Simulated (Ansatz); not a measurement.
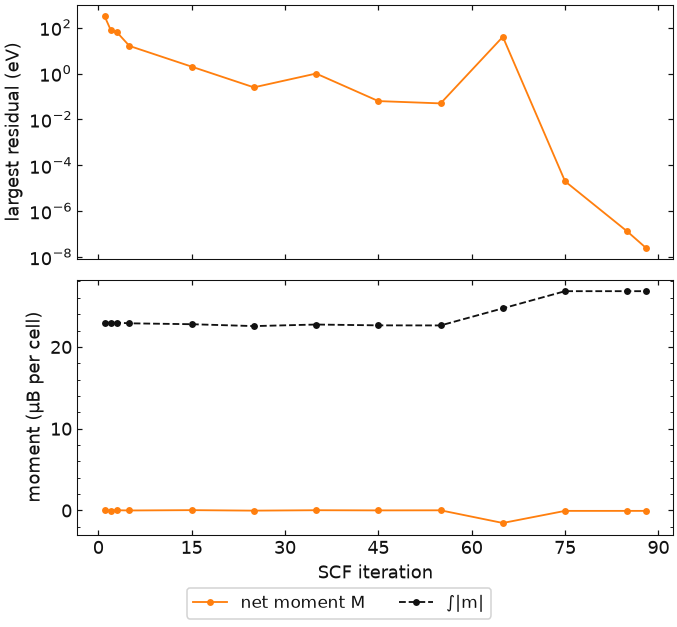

The plot shows the SCF iterations of a calculation: largest residual, magnetic moments. Only some iterations were kept.

Co (P1, 16 atoms in the cell); DFT, r2SCAN, norm-conserving potentials, plane waves, scalar-relativistic (Ansatz development build ahead of 0.2.0); cutoff 1306.15 eV, 1×1×1 k-mesh, Fermi–Dirac smearing of 0.1 eV, collinear spins.
Setting under test: symmetry off, Broyden mixing, default search for lower states.

Question: How did this run end?

Answer: The run converged; it took 88 iterations. The residual falls unevenly and jumps up by a factor of two or more twice between kept points, most sharply before step 65 (by about 3 orders of magnitude).

Question: How do the moments develop?

Answer: The net moment doesn't settle. Over the last points it still swings between −1.5 and 0.0 μB per cell.
